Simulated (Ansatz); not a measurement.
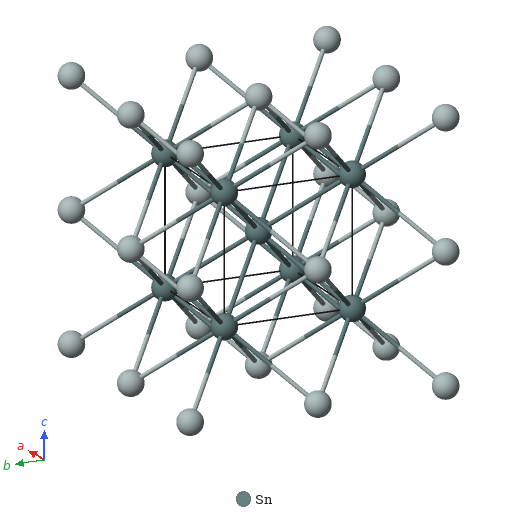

The figure gives a ball-and-stick picture of the atoms, viewed from a general direction. Atoms at the boundary of the conventional unit cell (the box) are drawn once for each face, edge or corner they touch. Bonds that leave the box are completed with the atoms at their other ends, in fainter colours. Cell: a = 3.903 Å, b = 3.903 Å, c = 3.903 Å, α = 90.00°, β = 90.00°, γ = 90.00°.

- The element is tin.
- Its lattice is body-centred cubic, its space group Im-3m (No. 229).
- Among the common structure types it is body-centred cubic (W type).
- The cell holds two atoms.
- By the bonds in the drawing, the coordination numbers are Sn 8.

Origin of the cell: a structure listed in the Materials Project. The cell was then strained or its atoms displaced on purpose. An electronic-structure calculation with Ansatz was run on it.

At this level of theory the cell isn't at rest (stretched, at -6 GPa), so its distances can differ from those at equilibrium, the more so the softer the solid.
